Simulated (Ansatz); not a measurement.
Cell and atoms:

```
CELL_PARAMETERS angstrom
0.00000 -6.58244 0.00000
0.00000 0.00000 -3.27491
19.16488 0.00000 0.00000
ATOMIC_POSITIONS crystal
Si 0.36592 0.00000 0.80365
Si 0.36592 0.00000 0.46019
Si 0.63408 0.00000 0.36808
Si 0.63408 0.00000 0.71155
Si 0.13408 0.00000 0.28845
Si 0.13408 0.00000 0.63192
Si 0.86592 0.00000 0.19635
Si 0.86592 0.00000 0.53981
W 0.50000 0.00000 0.24240
W 0.50000 0.00000 0.58587
W 0.00000 0.00000 0.41413
W 0.00000 0.00000 0.75760
W 0.84014 0.50000 0.29731
W 0.84014 0.50000 0.64077
W 0.15986 0.50000 0.18750
W 0.15986 0.50000 0.53096
W 0.65986 0.50000 0.81250
W 0.65986 0.50000 0.46904
W 0.34014 0.50000 0.35923
W 0.34014 0.50000 0.70269
```

### What would you see if this were drawn?

The material is Si$_{2}$W$_{3}$. With Z = 4, the cell contains 8 Si, 12 W.

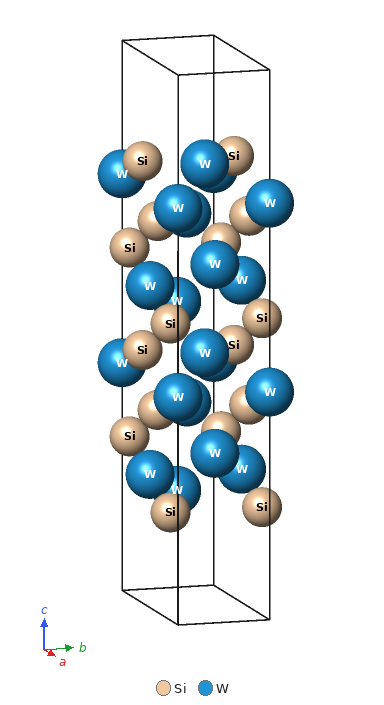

Spheres-only representation of a periodic structure, projected slightly off an axis. Lines trace the edges of the simulation cell. Colours: silicon light orange, tungsten blue.

The cell started as a structure listed in the Materials Project. The cell was then strained or its atoms displaced on purpose. A calculation with Ansatz used it as input.

At this level of theory the run's own cell isn't at rest (stretched, at -4 GPa and forces up to 2.8 eV/Å), so its distances can differ from those at equilibrium, the more so the softer the solid.
